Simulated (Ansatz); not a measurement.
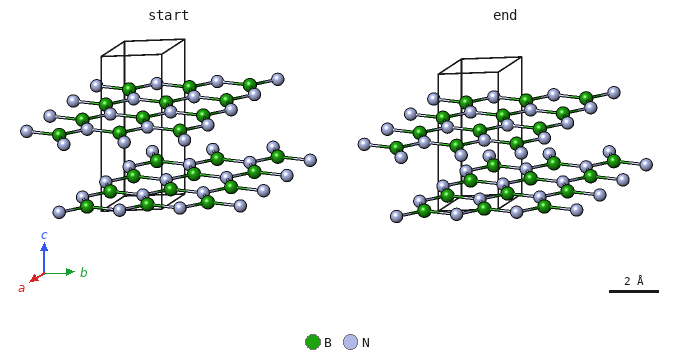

The structure of a crystal of BN (set up in P6_3/mmc) before (left) and after (right) a relaxation, at one scale.

A ball-and-stick model of the cell of the calculation, repeated 4 × 3 × 1 with one cell outlined, seen slightly off an axis.

Case: relaxed at 7 GPa.

Method: DFT PBE+D3(BJ), scalar-relativistic, plane waves, PAW in Ansatz.

The input:
```yaml
crystal:
  lattice:
    - [2.506429503, 0.0, 0.0]
    - [-1.2532147515, 2.1706316224, 0.0]
    - [0.0, 0.0, 6.6144684677]
  atoms:
    - { symbol: B, position: [0.3333333333, 0.6666666667, 0.25] }
    - { symbol: B, position: [0.6666666667, 0.3333333333, 0.75] }
    - { symbol: "N", position: [0.3333333333, 0.6666666667, 0.75] }
    - { symbol: "N", position: [0.6666666667, 0.3333333333, 0.25] }
basis:
  ecutwfc: 420
kpoints:
  mp_grid: { grid: [12, 12, 4] }
hamiltonian:
  xc: pbe
  dispersion: d3bj
scf:
  occupations: { method: fixed }
output:
  forces: true
  stress: true
  eigenvalues: true
relax:
  adjacent_minimum: "off"
  f_tol: 0.001
  max_steps: 60
  cell: { stress_tol: 0.02, p_target: 7.0 }
```

Launched with:
```bash
ansatz run input.yaml --threads 1 --pin off --max-ram 3072MiB --backend cpu --events-out ev --progress --plain --runs-dir out
```

> Describe what moved and what it gained.

The atoms keep their places relative to the cell (all moves are under 0.005 Å). Cell: a = b 2.506 → 2.492 Å (−0.6 %), c 6.614 → 5.856 Å (−11.5 %). Volume −12.5 %. Near-neighbour distances that change, for instance: B1–N4 1.447 → 1.439 Å. The space group stays P6_3/mmc (No. 194). The energy rises by 19.6 meV per atom in 8 accepted moves (11 points after the start). With the target pressure of 7 GPa, the enthalpy E + pV changes by −29.4 meV per atom. All forces vanish by symmetry, so only the cell relaxes. Pressure: 0.00 GPa at the start and 6.99 GPa at the end. At 3 points the geometry stayed and the basis and grid were re-selected for the new cell (energy shift of 1.9 meV per atom at most each time). Cost: 15 s on 1 thread of Intel(R) Xeon(R) Platinum 8488C (Sapphire Rapids) (shared host), peak memory 0.38 GiB.
